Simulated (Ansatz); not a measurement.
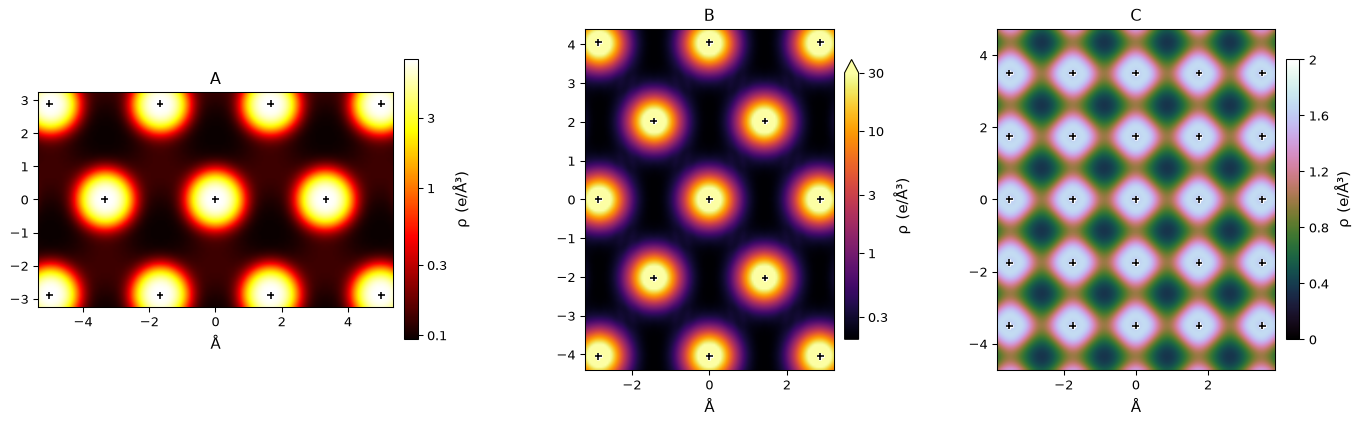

The valence charge density (pseudo) of 3 systems, each on a plane through atoms (crosses mark nuclei in the plane).

Computed with DFT, PBE, PAW with Ansatz's default frozen-core files, scalar-relativistic in Ansatz 0.2.0.

System 1: C, the (001) plane of the conventional cell. Space group Pm-3m; computed pressure about 13 GPa in this cell.

```
CELL_PARAMETERS angstrom
1.75157 0.00000 0.00000
0.00000 1.75157 0.00000
0.00000 0.00000 1.75157
ATOMIC_POSITIONS crystal
C 0.00000 0.00000 0.00000
```

System 2: Sc, the (001) plane of the conventional cell. Space group P6₃/mmc.

```yaml
crystal:
  lattice:
    - [3.34136, 0.00000, 0.00000]
    - [-1.67068, 2.89370, 0.00000]
    - [0.00000, 0.00000, 5.20208]
  atoms:
    - { symbol: Sc, position: [0.33333, 0.66667, 0.25000] }
    - { symbol: Sc, position: [0.66667, 0.33333, 0.75000] }
```

System 3: Cu, the (101) plane of the conventional cell. Space group Im-3m; computed pressure about 3 GPa in this cell; computed without spin polarisation.

```xyz
2
Lattice="2.8659 0.0000 0.0000 0.0000 2.8659 0.0000 0.0000 0.0000 2.8659" Properties=species:S:1:pos:R:3 pbc="T T T"
Cu    0.0000    0.0000    0.0000
Cu    1.4329    1.4329    1.4329
```

### Match each panel to its system.

Panel A is system 2, Sc: the plane holds Sc. Sc–Sc (3.34 Å): the density is about 0.11 e/Å³ at the midpoint. Panel B is system 3, Cu: the plane holds Cu. Cu–Cu (2.48 Å): the density is about 0.29 e/Å³ at the midpoint. Panel C is system 1, C: the plane holds C. C–C (1.75 Å): ρ is about 0.99 e/Å³ halfway.
